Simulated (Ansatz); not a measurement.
**Al₁₆O₂₅ (cell with a defect): density, localisation and related maps**

The calculation's input:

```
crystal:
  lattice:
    - [-4.7738611784, -2.7561900364, 4.3382851459]
    - [4.7738611784, -2.7561900364, 4.3382851459]
    - [0.0, 5.5123800729, 4.3382851459]
  atoms:
    - { symbol: Al, position: [0.1479209717, 0.1479209717, 0.1479209717] }
    - { symbol: Al, position: [0.6479209717, 0.6479209717, 0.1479209717] }
    - { symbol: Al, position: [0.6479209717, 0.1479209717, 0.6479209717] }
    - { symbol: Al, position: [0.1479209717, 0.6479209717, 0.6479209717] }
    - { symbol: Al, position: [0.3520790283, 0.3520790283, 0.3520790283] }
    - { symbol: Al, position: [0.8520790283, 0.8520790283, 0.3520790283] }
    - { symbol: Al, position: [0.8520790283, 0.3520790283, 0.8520790283] }
    - { symbol: Al, position: [0.3520790283, 0.8520790283, 0.8520790283] }
    - { symbol: Al, position: [0.6479209717, 0.6479209717, 0.6479209717] }
    - { symbol: Al, position: [0.1479209717, 0.1479209717, 0.6479209717] }
    - { symbol: Al, position: [0.1479209717, 0.6479209717, 0.1479209717] }
    - { symbol: Al, position: [0.6479209717, 0.1479209717, 0.1479209717] }
    - { symbol: Al, position: [0.8520790283, 0.8520790283, 0.8520790283] }
    - { symbol: Al, position: [0.3520790283, 0.3520790283, 0.8520790283] }
    - { symbol: Al, position: [0.3520790283, 0.8520790283, 0.3520790283] }
    - { symbol: Al, position: [0.8520790283, 0.3520790283, 0.3520790283] }
    - { symbol: O, position: [0.4029299271, 0.5970700729, 0.75] }
    - { symbol: O, position: [0.9029299271, 0.0970700729, 0.75] }
    - { symbol: O, position: [0.9029299271, 0.5970700729, 0.25] }
    - { symbol: O, position: [0.4029299271, 0.0970700729, 0.25] }
    - { symbol: O, position: [0.4029299271, 0.25, 0.5970700729] }
    - { symbol: O, position: [0.9029299271, 0.75, 0.5970700729] }
    - { symbol: O, position: [0.9029299271, 0.25, 0.0970700729] }
    - { symbol: O, position: [0.4029299271, 0.75, 0.0970700729] }
    - { symbol: O, position: [0.5970700729, 0.75, 0.4029299271] }
    - { symbol: O, position: [0.0970700729, 0.25, 0.4029299271] }
    - { symbol: O, position: [0.0970700729, 0.75, 0.9029299271] }
    - { symbol: O, position: [0.5970700729, 0.25, 0.9029299271] }
    - { symbol: O, position: [0.75, 0.4029299271, 0.5970700729] }
    - { symbol: O, position: [0.25, 0.9029299271, 0.5970700729] }
    - { symbol: O, position: [0.25, 0.4029299271, 0.0970700729] }
    - { symbol: O, position: [0.75, 0.9029299271, 0.0970700729] }
    - { symbol: O, position: [0.25, 0.5970700729, 0.4029299271] }
    - { symbol: O, position: [0.75, 0.0970700729, 0.4029299271] }
    - { symbol: O, position: [0.75, 0.5970700729, 0.9029299271] }
    - { symbol: O, position: [0.25, 0.0970700729, 0.9029299271] }
    - { symbol: O, position: [0.5970700729, 0.4029299271, 0.25] }
    - { symbol: O, position: [0.0970700729, 0.9029299271, 0.25] }
    - { symbol: O, position: [0.0970700729, 0.4029299271, 0.75] }
    - { symbol: O, position: [0.5970700729, 0.9029299271, 0.75] }
    - { symbol: O, position: [0.0, 0.0, 0.0] }
  host:
    lattice:
      - [2.3869305892, 1.3780950182, 4.3382851459]
      - [-2.3869305892, 1.3780950182, 4.3382851459]
      - [0.0, -2.7561900364, 4.3382851459]
    atoms:
      - { symbol: Al, position: [0.1479209717, 0.1479209717, 0.1479209717] }
      - { symbol: Al, position: [0.3520790283, 0.3520790283, 0.3520790283] }
      - { symbol: Al, position: [0.6479209717, 0.6479209717, 0.6479209717] }
      - { symbol: Al, position: [0.8520790283, 0.8520790283, 0.8520790283] }
      - { symbol: O, position: [0.9441401458, 0.5558598542, 0.25] }
      - { symbol: O, position: [0.4441401458, 0.75, 0.0558598542] }
      - { symbol: O, position: [0.5558598542, 0.25, 0.9441401458] }
      - { symbol: O, position: [0.25, 0.9441401458, 0.5558598542] }
      - { symbol: O, position: [0.75, 0.0558598542, 0.4441401458] }
      - { symbol: O, position: [0.0558598542, 0.4441401458, 0.75] }
basis:
  ecutwfc: 420
  xc_grid: 2
kpoints:
  mp_grid: { grid: [2, 2, 2], shift: [0.5, 0.5, 0.5] }
hamiltonian:
  xc: pbesol
scf:
  occupations: { method: gaussian, width: 0.01 }
output:
  forces: true
  stress: false
  eigenvalues: true
  charged_corrections:
    defect_position: [0.0, 0.0, 0.0]
    epsilon: [[9.717, 0.0, 0.0], [0.0, 9.717, 0.0], [0.0, 0.0, 11.8055]]
  write_density: true
  write_potential: true
  elf: true
  volumetric_format: npy
relax:
  adjacent_minimum: "off"
  f_tol: 0.025
  max_steps: 45
```

Launched as:

```sh
ansatz run input.yaml --threads 4 --pin off --max-ram 10240MiB --backend cpu --events-out ev --progress --plain --runs-dir out
```

The fields are those of the run's last geometry, not of the input's.

These are results of DFT PBEsol, scalar-relativistic, plane waves, PAW (Ansatz), not measurements.

In a PAW calculation such maps are meaningful between the atoms, not at the nuclei.

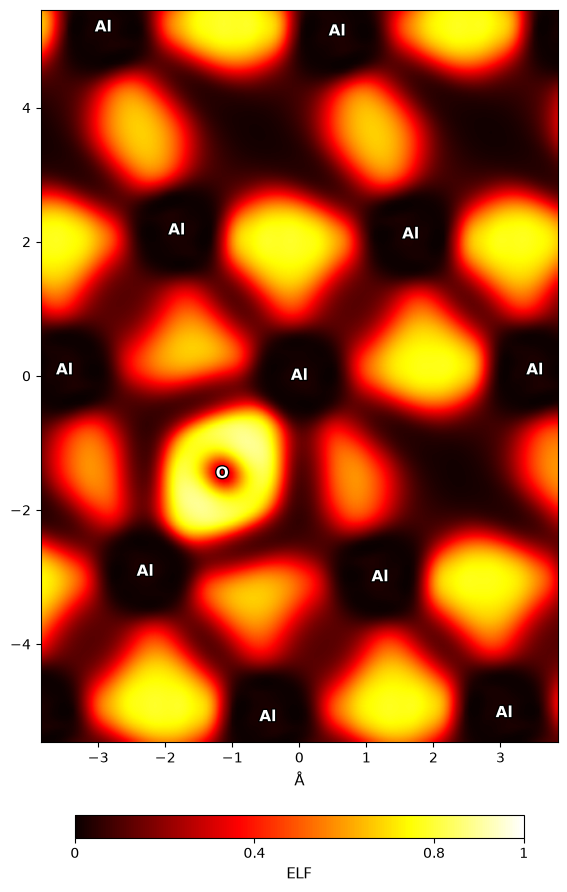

Figure 1. ELF on the (101̄) plane of the calculation cell.

### What do the fields say about this system?

- Atoms in the plane: Al and O.
- Atoms just off the plane (O, 0.7 Å away) can leave unmarked features too.
- Al–O (1.86 Å): the ELF peaks at about 0.90 in the valence shell of O, 0.6 Å from its nucleus, and is about 0.80 at the midpoint.

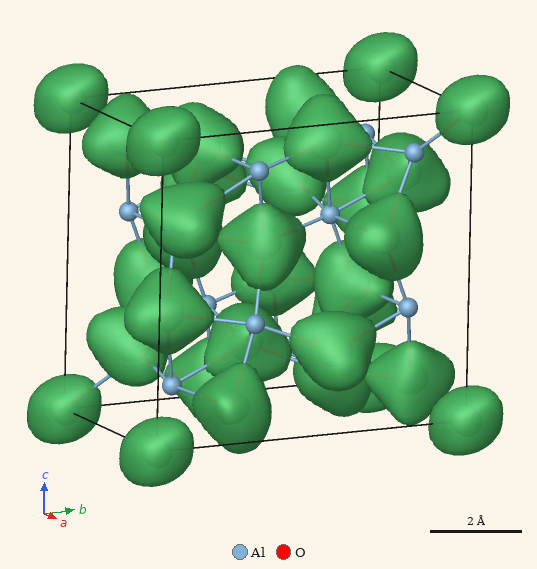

Figure 2. Isosurface of the electron localisation function at 0.7 (green), seen slightly off an axis. Only the valence region is drawn (cores and ρ < 0.01 e/Å³ removed). Sticks mark near contacts.

### Describe the localisation domains.

The surface consists of 24 regions on O in which the atom's valence shell and bonds are merged and one region wrapped around O (its valence shell), counted in one cell of 41 atoms. Regions shared between cells count once.


Al–O (1.84 Å): the ELF peaks at about 0.85 in the valence shell of O, 0.7 Å from its nucleus, and is about 0.85 at the midpoint. Al–O (1.91 Å): the ELF peaks at about 0.85 in the valence shell of O, 0.6 Å from its nucleus, and is about 0.75 at the midpoint.

### Metal or insulator at this level of theory?

It is metallic or semimetallic at this level of theory: no gap opens.
